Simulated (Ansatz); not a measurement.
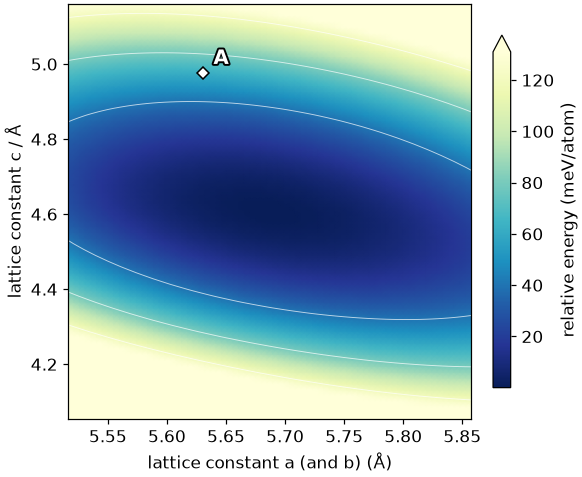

Ti3Al (P6_3/mmc, No. 194; 8 atoms in the cell). The energy is mapped over the lattice constants a and c of the conventional cell. Coordinates scanned: (1) lattice constant a (and b); (2) lattice constant c. Nothing is relaxed (fractional coordinates fixed). The scan uses a 7 × 7 grid. Points are written as (first, second). Energies: meV/atom, counted from the lowest grid point. Theory: DFT PBEsol, scalar-relativistic, plane waves, PAW (Ansatz). Settings: cutoff 520 eV, k-mesh 9×9×10 in the order of the run's cell vectors, gaussian smearing 0.15 eV, no spin polarisation.

Drawn: a smooth colour map with a few white contour lines, one colour for all values above the top of the scale, the point A. Between grid points the surface is interpolated.

### Which way does the force act at A, and how strong is it?

A, at (5.630 Å, 4.976 Å), is not a stationary point. The computed force is 47 meV/atom for each Å towards smaller values of lattice constant a (and b) and 320 meV/atom for each Å towards smaller values of lattice constant c.

PAW datasets: the set soft_1.
